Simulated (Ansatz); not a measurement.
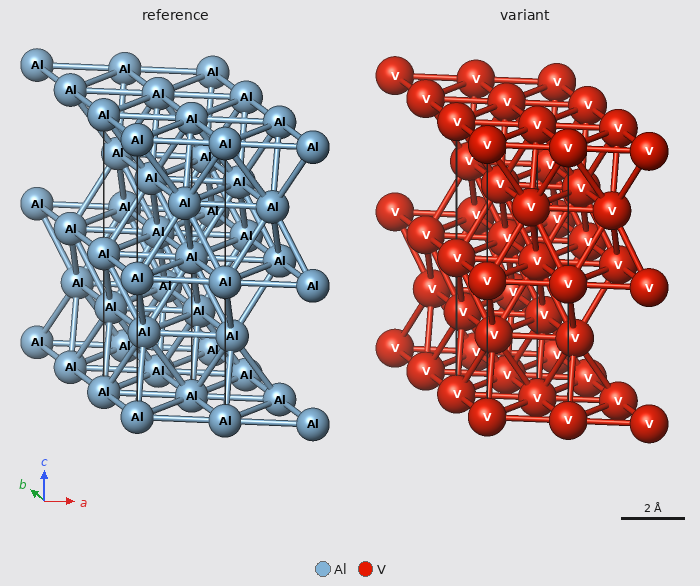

Left: a crystal of Al (set up in P6_3/mmc). Right: the same structure after one change, at the same scale. Style: ball-and-stick. Shown: the cell of the calculation, repeated 2 × 3 × 1 with one cell outlined, slightly off an axis.

The calculation used Ansatz 0.2.0, DFT PBE+D3(BJ), scalar-relativistic, plane waves, PAW. Settings: plane-wave cutoff 420 eV; k-point mesh 18 × 18 × 6; occupations gaussian; smearing width 0.1 eV; no spin polarisation.

What was changed?

Every aluminium atom is replaced by vanadium, which gives V. Cell and atoms are relaxed again (to zero pressure within 0.1 GPa, forces under 0.01 eV/Å).

How do the computed properties respond?

The volume per atom goes from 15.85 to 13.23 Å³. The volume changes by −16.5 %, with a = b 2.815 → 2.594 Å (−7.8 %), c 9.242 → 9.085 Å (−1.7 %). The space group stays P6_3/mmc (No. 194).
